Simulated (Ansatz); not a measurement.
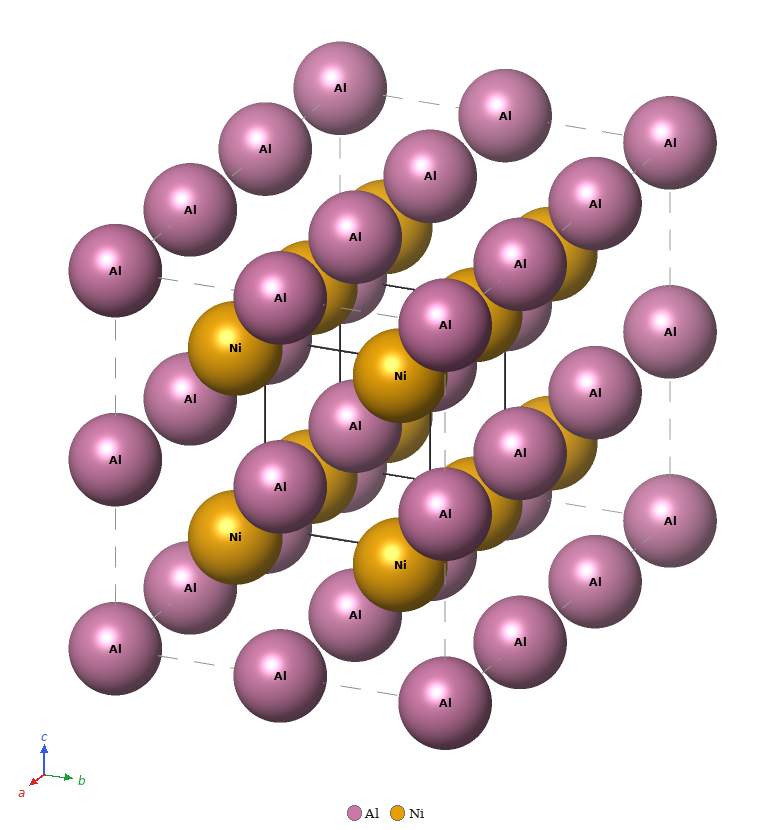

Shown here is a spheres-only view of the crystal, taken from a general direction. A 3×2×2 array of cells is drawn; the unit cell has the solid edges.

AlNi, a = 2.75 Å, b = 2.75 Å, c = 3.10 Å, α = 90.00°, β = 90.00°, γ = 90.43°.

Results below were computed with DFT r2SCAN, scalar-relativistic, plane waves, PAW in Ansatz; the settings were plane-wave cutoff 500 eV, k-points on an 18×18×16 grid, Gaussian smearing of 0.15 eV, no spin polarisation (a spin-restricted run, not always the ground state).

> Predict the gap.

A metal: bands cross the Fermi level.

> State the hydrostatic pressure.

The computed pressure is 0.7 GPa (compressed: it would expand). The stress isn't hydrostatic: its largest component is 3.8 GPa.

Source of the structure: a structure listed in the Materials Project. Earlier steps of the study may have refined or changed the cell and positions. A calculation with Ansatz used it as input.
